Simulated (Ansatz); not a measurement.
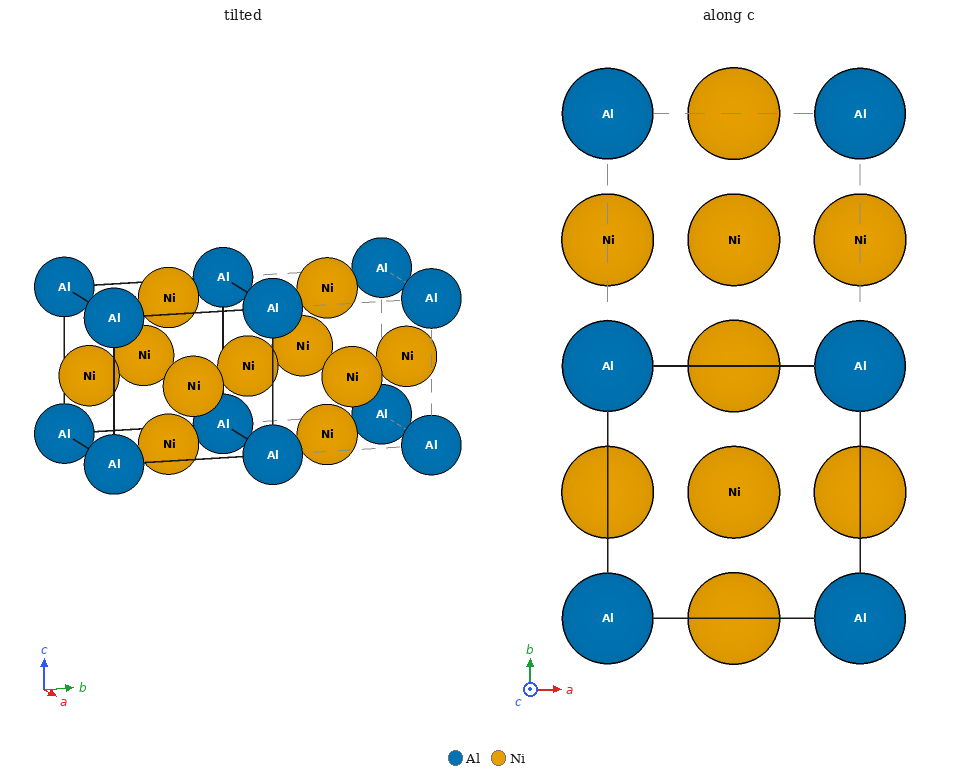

An orthographic spheres-only view of the structure, slightly off an axis and along the c axis. A block of 1×2×1 cells is shown, with one conventional unit cell in solid outline.

This is AlNi3. It belongs to space group P4/mmm (No. 123) and has a primitive tetragonal lattice. Atoms per cell: 4 (1 Al, 3 Ni). Each Al atom is coordinated by twelve Ni in a cuboctahedral arrangement. About every Ni there are eight Ni and four Al in a cuboctahedral arrangement.

The model was built from a structure listed in the Materials Project. The cell was then strained or its atoms displaced on purpose. A calculation with Ansatz used it as input.

At this level of theory the cell isn't at rest (stretched, at -26 GPa), so its distances can differ from those at equilibrium, the more so the softer the solid.
